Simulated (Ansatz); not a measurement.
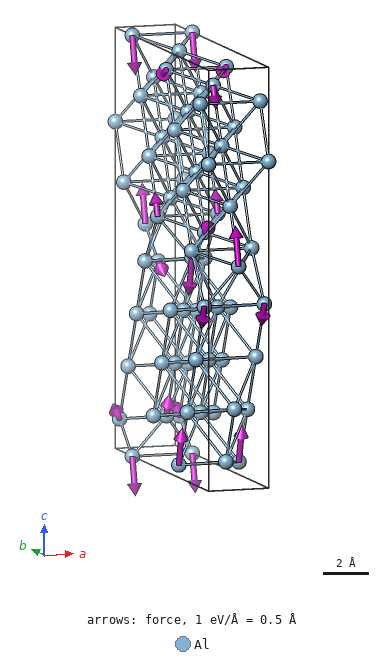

Starting geometry of an interface cell of composition Al with the computed forces as purple arrows. Style: ball-and-stick. Shown: the cell of the calculation (origin shifted), slightly off an axis.

Case: symmetric tilt boundary Sigma 11 (3 3 2), mirror between planes, shift [0, 0.5].

These are results of Ansatz, DFT PBE, scalar-relativistic, plane waves, PAW, not measurements.

Input
```yaml
crystal:
  lattice:
    - [2.8577415354, 0.0, 0.0]
    - [0.0, 13.403995935, 0.0]
    - [0.0, 0.0, 19.2561128413]
  atoms:
    - { symbol: Al, position: [0.0, 0.2727272727, 0.0784180446] }
    - { symbol: Al, position: [0.0, 0.5454545455, 0.1679108202] }
    - { symbol: Al, position: [0.0, 0.8181818182, 0.2574035958] }
    - { symbol: Al, position: [1.0, 0.0909090909, 0.3468963714] }
    - { symbol: Al, position: [1.0, 0.3636363636, 0.4363891471] }
    - { symbol: Al, position: [0.5, 0.8181818182, 0.0112984629] }
    - { symbol: Al, position: [0.5, 0.0909090909, 0.1007912385] }
    - { symbol: Al, position: [0.5, 0.3636363636, 0.1902840141] }
    - { symbol: Al, position: [0.5, 0.6363636364, 0.2797767897] }
    - { symbol: Al, position: [0.5, 0.9090909091, 0.3692695653] }
    - { symbol: Al, position: [0.5, 0.1818181818, 0.458762341] }
    - { symbol: Al, position: [0.5, 0.4545454545, 0.0560448507] }
    - { symbol: Al, position: [0.5, 0.7272727273, 0.1455376263] }
    - { symbol: Al, position: [0.5, 0.0, 0.2350304019] }
    - { symbol: Al, position: [0.5, 0.2727272727, 0.3245231775] }
    - { symbol: Al, position: [0.5, 0.5454545455, 0.4140159532] }
    - { symbol: Al, position: [0.0, 0.6363636364, 0.0336716568] }
    - { symbol: Al, position: [0.0, 0.9090909091, 0.1231644324] }
    - { symbol: Al, position: [1.0, 0.1818181818, 0.212657208] }
    - { symbol: Al, position: [1.0, 0.4545454545, 0.3021499836] }
    - { symbol: Al, position: [1.0, 0.7272727273, 0.3916427593] }
    - { symbol: Al, position: [1.0, 0.0, 0.4811355349] }
    - { symbol: Al, position: [0.0, 0.7727272727, 0.9137922212] }
    - { symbol: Al, position: [0.0, 0.0454545455, 0.8242994456] }
    - { symbol: Al, position: [0.0, 0.3181818182, 0.73480667] }
    - { symbol: Al, position: [1.0, 0.5909090909, 0.6453138944] }
    - { symbol: Al, position: [1.0, 0.8636363636, 0.5558211188] }
    - { symbol: Al, position: [0.5, 0.3181818182, 0.9809118029] }
    - { symbol: Al, position: [0.5, 0.5909090909, 0.8914190273] }
    - { symbol: Al, position: [0.5, 0.8636363636, 0.8019262517] }
    - { symbol: Al, position: [0.5, 0.1363636364, 0.7124334761] }
    - { symbol: Al, position: [0.5, 0.4090909091, 0.6229407005] }
    - { symbol: Al, position: [0.5, 0.6818181818, 0.5334479249] }
    - { symbol: Al, position: [0.5, 0.9545454545, 0.9361654151] }
    - { symbol: Al, position: [0.5, 0.2272727273, 0.8466726395] }
    - { symbol: Al, position: [0.5, 0.5, 0.7571798639] }
    - { symbol: Al, position: [0.5, 0.7727272727, 0.6676870883] }
    - { symbol: Al, position: [0.5, 0.0454545455, 0.5781943127] }
    - { symbol: Al, position: [0.0, 0.1363636364, 0.958538609] }
    - { symbol: Al, position: [0.0, 0.4090909091, 0.8690458334] }
    - { symbol: Al, position: [1.0, 0.6818181818, 0.7795530578] }
    - { symbol: Al, position: [1.0, 0.9545454545, 0.6900602822] }
    - { symbol: Al, position: [1.0, 0.2272727273, 0.6005675066] }
    - { symbol: Al, position: [1.0, 0.5, 0.511074731] }
basis:
  ecutwfc: 420
kpoints:
  mp_grid: { grid: [12, 4, 2] }
hamiltonian:
  xc: pbe
scf:
  occupations: { method: gaussian, width: 0.1 }
output:
  forces: true
  stress: true
  eigenvalues: true
  write_density: true
  write_potential: true
  elf: true
  volumetric_format: npy
relax:
  adjacent_minimum: "off"
  f_tol: 0.02
  max_steps: 60
  cell: { fix: [a, b, alpha, beta, gamma], stress_tol: 0.1 }
```

Run as
```bash
ansatz run input.yaml --threads 4 --pin off --max-ram 12288MiB --backend cpu --events-out ev --progress --plain --runs-dir out
```

> Is this structure relaxed? If not, where do the atoms go?

It isn't relaxed: the largest force vector, on Al atoms, is 3.77 eV/Å. The final displacements follow the starting forces only in part (cosine between the two patterns 0.68). The largest moves relative to the cell, 0.32 Å, are those of Al22 and Al44. Al22 goes along [0 −1 −3]. Cell: a unchanged at 2.858 Å, b unchanged at 13.404 Å, c 19.256 → 19.589 Å (+1.7 %). Volume +1.7 %. Some distances before and after: Al16–Al44 2.430 → 2.777 Å, Al12–Al28 2.331 → 2.674 Å, Al1–Al28 2.437 → 2.777 Å, Al25–Al43 2.858 → 3.122 Å. After 3 accepted moves (4 points after the start) the energy has fallen by 3.089 eV per cell of the calculation. The largest force component goes from 3.7 to 0.011 eV/Å. The pressure goes from 2.77 to −0.24 GPa. At 1 point the geometry stayed and the basis and grid were re-selected for the new cell (energy shift of 6.0 meV per cell of the calculation at most each time). The run took 13 min on 4 threads of Arm Neoverse V1, with other jobs on the host, peak memory 3.5 GiB.
